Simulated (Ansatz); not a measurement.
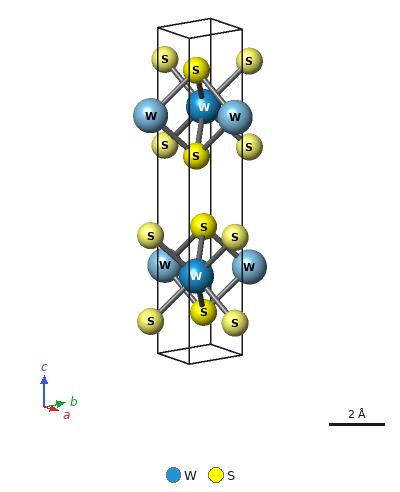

*The structure (ball-and-stick view of the cell of the calculation, seen slightly off an axis; neighbours outside the cell are drawn fainter).*

Near neighbours in the crystal (not all of them lie inside the picture): W has 6 S at 2.40 Å; S has 3 W at 2.40 Å.

Run report: WS₂, single-point calculation

System: WS₂ (6 atoms in the cell).
Method: DFT, PBE, dispersion d3bj, plane waves, PAW, no spin polarisation (Ansatz 0.2.0).

The structure derives from a Materials Project entry. Some settings of this run were made unusual or wrong on purpose.

The input
```yaml
crystal:
  lattice:
    - [3.1226167158, 0.0, 0.0]
    - [-1.5613083579, 2.7042654021, 0.0]
    - [0.0, 0.0, 12.0240198656]
  atoms:
    - { symbol: W, position: [0.3333333333, 0.6666666667, 0.7500523674] }
    - { symbol: W, position: [0.6666666667, 0.3333333333, 0.2499476326] }
    - { symbol: S, position: [0.3333333333, 0.6666666667, 0.1182138585] }
    - { symbol: S, position: [0.6666666667, 0.3333333333, 0.6183174608] }
    - { symbol: S, position: [0.3333333333, 0.6666666667, 0.3816825392] }
    - { symbol: S, position: [0.6666666667, 0.3333333333, 0.8817861415] }
basis:
  ecutwfc: 420
kpoints:
  mp_grid: { grid: [1, 1, 1] }
hamiltonian:
  xc: pbe
  dispersion: d3bj
scf:
  occupations: { method: gaussian, width: 0.02 }
  max_iter: 80
output:
  forces: true
  eigenvalues: true
  stress: true
```

Hardware: 1 thread of Arm Neoverse V1, 24 GiB of memory available, shared host.

Command:
```bash
ansatz run input.yaml --threads 1 --pin off --max-ram 2560MiB --backend cpu --events-out ev --progress --plain --runs-dir out
```

Log
```
Engine: ansatz 0.2.0, aarch64-unknown-linux-gnu
Pseudopotentials: kind: paw
Pseudopotential: W, paw, valence charge 14, recommended cutoff 420 eV (normal), W.paw.azcp
Pseudopotential: S, paw, valence charge 6, recommended cutoff 420 eV (normal), S.paw.azcp
Functional definition: PBE
  parameter kappa = 0.804
  parameter beta = 0.06672455060314922
  exchange = pbe_x(kappa = kappa, mu = beta*pi^2/3)
  correlation = pbe_c(beta = beta)
Crystal: 6 atoms, lattice volume = 101.535 Å³
Basis set: ecut = 420 eV, 1997 PW (Γ), exchange–correlation on 48×48×162 points (8 copies of the dense FFT grid, shifted against one another)
Bands: 32, of which v1, the nominal top of the filled ones, is band 26 counted from 1 (25 counted from 0)
Symmetry: 12 space group operations
Space group: P-3m1 (ITA 164), of the structure as read, at distance tolerance 4.7e-5 Å
k-points: 1
Non-local potential: W, projectors of the file, l = 0: 3, l = 1: 2, l = 2: 2, l = 3: 1
Non-local potential: S, projectors of the file, l = 0: 2, l = 1: 2, l = 2: 2
PAW form: soft (Blöchl's): semilocal exchange-correlation on the pseudo side does not see the compensation charge
PAW one-centre angular grid: W, 590 points (default); XC on 64 Gauss nodes
PAW one-centre angular grid: S, 110 points (default); XC on 64 Gauss nodes
Initial density: superposition of atomic densities (neutral atoms: chi_scale 0, normalization atom), corrected by the library's trained network
Initial wavefunctions: pseudopotential atomic-orbital guess
Functional: x = pbe(κ = 0.804, μ = 0.2195149727645171), c = pbe(β = 0.06672455060314922)
SCF iter   1: F=—  HF=-24369.499421 eV  |F-HF|=—  |Δ(HF+E_count)|=         —  Δρ=1.06e-1  dr2=3.07e1  ethr=1.77e-3  ⟨swp⟩=6.0  Hψ=146  notcnv=0
preconditioner: auto → Resta (q_TF=auto, 2.440 Å⁻¹)  ε∞=8.5  [insulator: Δε(μ)=2.315 eV  Ē_g=8.070 eV  σ=0.020 eV  W_gap=1.00  n_scr=26 (ndim 8)  ℏωp=22.1 eV  f_vac=0.007  D(μ)=0.00/eV (n_scr^D=0)  ε∞_Penn≈8.5]
SCF iter   2: F=—  HF=-24366.360100 eV  |F-HF|=—  |Δ(HF+E_count)|=    3.14e0  Δρ=5.02e-2  dr2=6.36e0  ethr=1.77e-3  ⟨swp⟩=4.0  Hψ=90  notcnv=0
SCF iter   3: F=—  HF=-24365.669393 eV  |F-HF|=—  |Δ(HF+E_count)|=   6.91e-1  Δρ=1.09e-2  dr2=8.53e-2  ethr=1.77e-3  ⟨swp⟩=3.0  Hψ=58  notcnv=0
SCF iter   4: F=—  HF=-24365.703236 eV  |F-HF|=—  |Δ(HF+E_count)|=   3.38e-2  Δρ=2.25e-3  dr2=5.62e-3  ethr=1.64e-4  ⟨swp⟩=2.0  Hψ=64  notcnv=0
SCF iter   5: F=—  HF=-24365.706167 eV  |F-HF|=—  |Δ(HF+E_count)|=   2.93e-3  Δρ=7.19e-4  dr2=8.19e-4  ethr=1.08e-5  ⟨swp⟩=2.0  Hψ=56  notcnv=0
SCF iter   6: F=—  HF=-24365.706515 eV  |F-HF|=—  |Δ(HF+E_count)|=   3.47e-4  Δρ=1.19e-4  dr2=2.70e-5  ethr=1.57e-6  ⟨swp⟩=2.0  Hψ=50  notcnv=0
SCF iter   7: F=—  HF=-24365.706522 eV  |F-HF|=—  |Δ(HF+E_count)|=   7.01e-6  Δρ=3.40e-5  dr2=1.84e-6  ethr=5.20e-8  ⟨swp⟩=2.0  Hψ=46  notcnv=0
SCF iter   8: F=—  HF=-24365.706522 eV  |F-HF|=—  |Δ(HF+E_count)|=   1.69e-7  Δρ=9.19e-6  dr2=1.08e-7  ethr=3.55e-9  ⟨swp⟩=2.0  Hψ=49  notcnv=0
SCF iter   9: F=-24365.706522 eV  HF=-24365.706522 eV  |F-HF|=1.19e-9  |Δ(HF+E_count)|=   4.06e-8  Δρ=1.40e-6  dr2=2.28e-9  ethr=1.92e-10  ⟨swp⟩=4.0  Hψ=104  notcnv=0
SCF 1 converged in 9 iterations: F = -24365.706522 eV  dr2 = 2.28e-9
  greatest PAW one-centre occupation: 1.000 electrons in one spin orbital (limit 2), on the W atom at site 1 (counted from 0), in its partial waves of l = 0
```

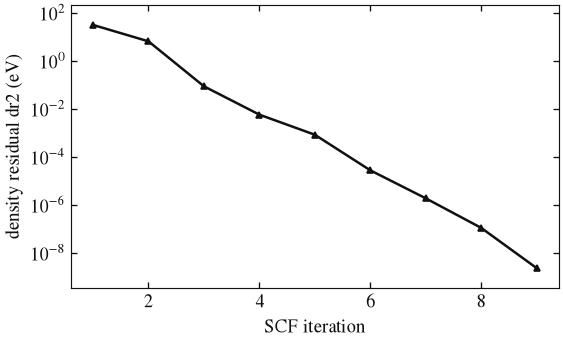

*Convergence of the self-consistent field: density residual dr2 against the SCF iteration.*

The residual falls at every step.

```
SCF converged after 9 iterations
Free energy (F): -24365.706522 eV
Harris-Foulkes:  -24365.706522 eV  (|F-HF|=1.19e-9)
Internal energy: -24365.706522 eV  (E = F + TS)
E sigma→0 (E₀):  -24365.706522 eV
Fermi energy:    14.389692 eV
--- Per-component energies (eV) ---
  E_band       = -258.315103
  E_kinetic    = 1383.060400
  E_local      = -3327.072431  (includes V_loc(G=0)·N_el)
  E_nonlocal   = 115.959192
  E_hartree    = 1340.394388
  E_xc         = -930.860562
  E_vxc        = -838.755902  (∫ρ·V_xc dr)
  E_paw        = -19529.190671  (= ΣΔE_a)
  E_vpaw       = -272.295047  (= ΣTr[D̂ρ^β])
  E_aug_tail   = -0.000124  (compensation charges beyond the density's cutoff)
  E_ewald      = -3415.301659
  E_disp       = -2.695055  (pairwise vdW)
  E_smearing   = -0.000000  (= −TS)
  E_closure    = -0.000000  (closes the sum)
  Σ components = -24365.706522   (vs F -24365.706522, Δ=0.00e0)
--- Forces (eV/Å), atoms counted from 1 ---
  atom   1  W     -0.00000000     0.00000000    -0.00204717
  atom   2  W      0.00000000    -0.00000000     0.00204717
  atom   3  S      0.00000000     0.00000000     4.51919640
  atom   4  S      0.00000000    -0.00000000     4.50936923
  atom   5  S     -0.00000000     0.00000000    -4.50936923
  atom   6  S     -0.00000000    -0.00000000    -4.51919640
  max |Σ_I F_I| component: 1.78e-15 eV/Å
--- Stress (GPa, compression-positive) ---
       44.912985       0.000000       0.000000
        0.000000      44.912985       0.000000
        0.000000       0.000000       1.443753
  P = ⅓ Tr σ = 30.4232 GPa (304.232 kbar)
--- Band table (eV) ---
  k-point 0: bands = ["-59.5529", "-59.5529", "-23.9602", "-23.9600", "-23.8486", "-23.8486", "-23.8486", "-23.8486", "-3.0420", "-2.5883", "-1.8289", "-1.0921", "5.1564", "6.7251", "8.5646", "10.0454", "10.0454", "10.0902", "10.0902", "10.9660", "10.9660", "11.0920", "11.0920", "11.4969", "12.0653", "13.4184", "15.3611", "15.3611", "15.5671", "15.5671", "15.6115", "15.6115"]
```

What the run reported

| quantity | value |
| --- | --- |
| outcome | converged |
| space group (tolerance 0.01 Å) | P6₃/mmc (194) |
| electrons treated | 52 |
| free energy | −24365.7065 eV |
| Fermi energy | 14.390 eV |
| gap on the k-point mesh | 1.94 eV |
| pressure | 30.42 GPa |
| largest force (length of the vector) | 4.519 eV/Å |
| wall time | 0.83 s |
| peak memory | 0.28 GiB |

What went wrong

A setting was made wrong on purpose: one k-point for a small cell (`kpoints.mp_grid.grid`). One point cannot sample the zone of a small cell. The run converged all the same; its numbers are those of the faulty input and shouldn't be used.
